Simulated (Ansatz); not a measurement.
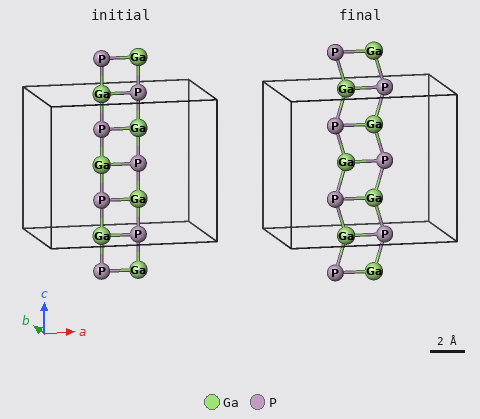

The structure of a wire of composition GaP before (left) and after (right) a relaxation, at one scale.

The picture is a ball-and-stick view of the 2 repeat of the cell, with the vacuum cut short, seen slightly off an axis.

Case: ladder chain of atoms.

Theory: DFT PBEsol, scalar-relativistic, plane waves, PAW in Ansatz 0.2.0. (plane-wave cutoff 420 eV; k-point mesh 1 × 1 × 15; occupations gaussian; smearing width 0.05 eV; collinear spin; cell relaxed at fixed a, b, alpha, beta, gamma; force threshold 0.01 eV/Å; at most 45 steps)

What changed between the two?

Over 6 accepted moves (7 points after the start) the energy falls by 0.896 eV per cell of the calculation. Largest force component: 1.7 eV/Å at the start, 0.0073 eV/Å at the end. At 1 point the geometry stayed and the basis and grid were re-selected for the new cell (energy shift of 1.1 meV per cell of the calculation at most each time). The largest moves relative to the layer's centre, 0.38 Å, are those of P atoms. By element the largest moves are P 0.38 Å, Ga 0.27 Å. Along the periodic axis the drawn cell goes c 8.478 → 8.788 Å (+3.7 %). Some distances before and after: Ga–P 2.119 → 2.292 Å, Ga–P 2.225 → 2.337 Å. Among the angles between lasting bonds that change: P–Ga–P 180.0° → 146.8°, Ga–P–Ga 180.0° → 146.8°, P–Ga–P 90.0° → 106.6°. The program noted that the starting moments weren't kept.
